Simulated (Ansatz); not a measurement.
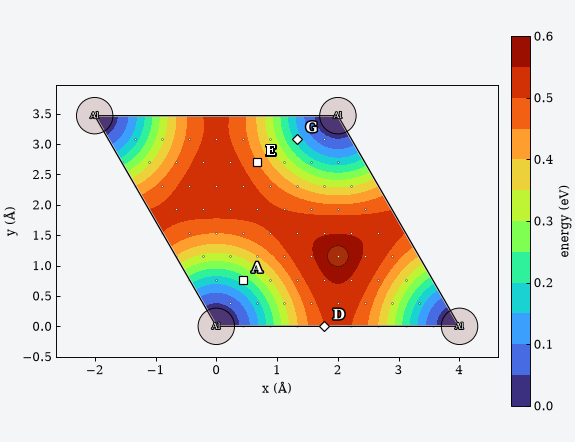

H on an AlAs(111) slab cut from the F-43m phase, its upper half relaxed before the scan (4 atoms of substrate and one adsorbate in a 1 × 1 cell). 
- H is moved over the surface cell at a fixed height above a rigid substrate; the origin of the map has the adsorbate above Al4; the height is held at 2.50 Å.
- Places are given modulo a cell vector. The map is drawn in real space over the plane of the surface.
- Grid: 9 × 9 points; 19 points were computed and 62 follow by symmetry.
- All energies are given in eV relative to the lowest grid point.
- With one adsorbate in each 1 × 1 cell, its nearest image is 4.0 Å away, so neighbouring adsorbates interact. At a fixed height the lowest place need not be the adsorption site.
- Method: DFT PBE+D3(BJ), scalar-relativistic, plane waves, PAW in Ansatz 0.2.0. Settings: cutoff 420 eV, k-mesh 9×9×1, gaussian smearing 0.05 eV, spin-polarised.

Drawn: filled contours, dots at the grid points, labelled circles for the atoms of the top layer and small ones for the second layer, the outline of one cell of the plane, lettered points. Between grid points the surface is interpolated.

Q: Is A the lowest point of the computed grid?

A: No. A lies 0.224 eV above the lowest grid point, which is at the top site over a surface Al atom, (0/9, 0/9) of the cell vectors.

Q: Rank the lettered points by energy, lowest first.

A: G (0.175 eV), A (0.224 eV), E (0.450 eV), D (0.499 eV).

PAW datasets: the set soft_1.
